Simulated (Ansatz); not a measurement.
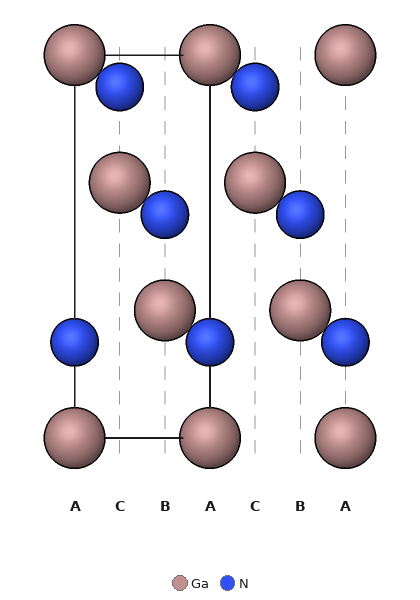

Projection along an edge of the hexagonal mesh, stacking direction [111] upwards. The dashed lines mark the three columns A (0, 0), B (1/3, 2/3) and C (2/3, 1/3). The box is the hexagonal cell of the face-centred cubic lattice. The sequence starts with the first layer at or above the cell's origin.

System GaN; source of the atomic positions: the geometry relaxed with DFT PBEsol, scalar-relativistic, plane waves, PAW in Ansatz 0.2.0.

**List the layers of one repeat.**

Ga(A) – N(A) – Ga(B) – N(B) – Ga(C) – N(C) (six layers in 7.79 Å).

**How are the N layers alone stacked?**

N layers alone: ABC, the cubic close-packed type.

**Which positions between or in the N layers do the other atoms fill?**

Ga: three tetrahedral sites (per hexagonal cell).

**What short polytype symbol fits?**

Polytype symbol 3C, the symbol of a tetrahedral polytype (number of double layers in the repeat and lattice).
